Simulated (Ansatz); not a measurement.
Structure data:

```cif
data_structure
_symmetry_space_group_name_H-M 'P 42/m n m'
_symmetry_Int_Tables_number 136
_cell_length_a 5.3700
_cell_length_b 5.3700
_cell_length_c 3.0108
_cell_angle_alpha 90.000
_cell_angle_beta 90.000
_cell_angle_gamma 90.000
_cell_volume 86.82
loop_
_atom_site_label
_atom_site_type_symbol
_atom_site_symmetry_multiplicity
_atom_site_Wyckoff_symbol
_atom_site_fract_x
_atom_site_fract_y
_atom_site_fract_z
_atom_site_occupancy
Zr1 Zr 4 f 0.29625 0.29625 0.00000 1
N1 N 2 a 0.00000 0.00000 0.00000 1
```

Question: Interpret the file: composition, symmetry and coordination.

Answer: The structure is one of Zr₂N. The atoms follow space group P4_2/mnm (No. 136); the Bravais lattice is primitive tetragonal. The cell holds 6 atoms (4 Zr, 2 N), Z = 2. Each Zr atom is coordinated by eleven Zr and three N (3.01 to 3.12 Å to Zr, 2.16 to 2.25 Å to N). The neighbours of N are six Zr in an octahedral arrangement at 2.16 to 2.25 Å. The bonds build a three-dimensional framework.

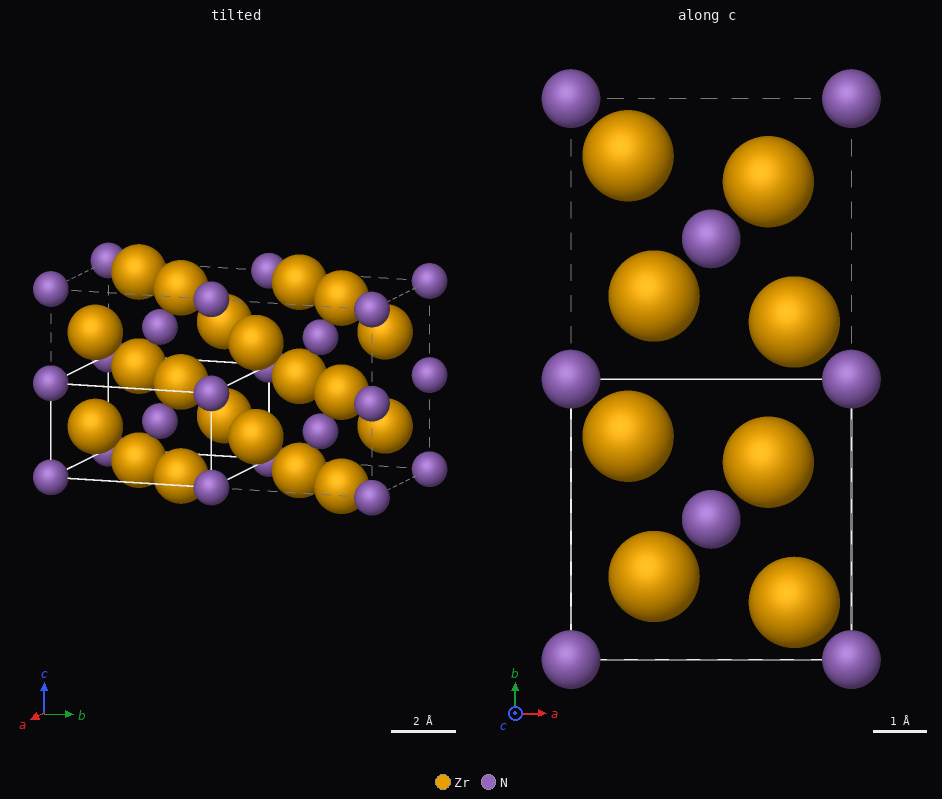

Spheres-only representation of a periodic structure, projected slightly off an axis and along the c axis. One conventional unit cell is drawn solid; the view covers 1×2×2 cells. Colours: zirconium orange, nitrogen purple.

Its origin is a structure listed in the Materials Project. The cell was then strained or its atoms displaced on purpose. Ansatz was used for an electronic-structure calculation on it.

At this level of theory the run's own cell isn't at rest (compressed, at 19 GPa), so its distances can differ from those at equilibrium, the more so the softer the solid.
